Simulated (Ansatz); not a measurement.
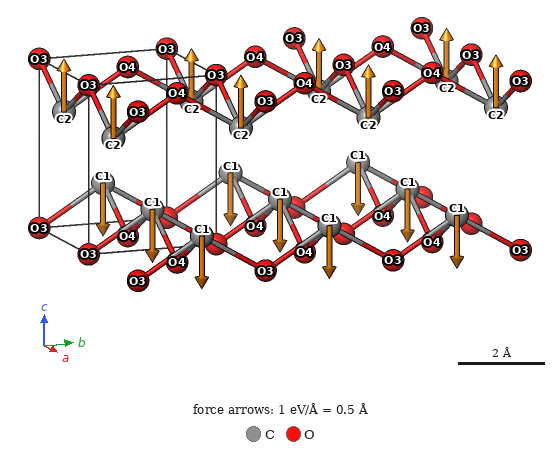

A changed version of a symmetric starting cell of CO (made from another compound by putting C in place of Pb), with the computed forces as orange arrows. Besides, all lengths are scaled by +0.8 % (volume +2.4 %). The picture is a ball-and-stick view of the cell of the calculation, repeated 2 × 3 × 1 with one cell outlined, seen slightly off an axis.

These are results of DFT PBE, scalar-relativistic, plane waves, PAW (Ansatz), not measurements. Set-up: plane-wave cutoff 420 eV; k-point mesh 14 × 14 × 10; occupations gaussian; smearing width 0.1 eV; no spin polarisation.

Describe the distortion and the response.

The atoms keep their fractional coordinates. No relaxation follows. The starting cell wasn't computed here and needn't be at equilibrium, so pressure and forces aren't due to the change alone. Among the bonded contacts that change: C–O 1.854 → 1.868 Å. The space group stays P4/nmm (No. 129). The pressure is −14.3 GPa (not all of it need come from the change, since the unchanged cell can be under pressure at this level too). The principal stresses (compression positive) are −18.3 GPa along c and −12.3 GPa across it. The largest forces, 2.6 eV/Å, act on C1 and C2; on C1 it points along −c.
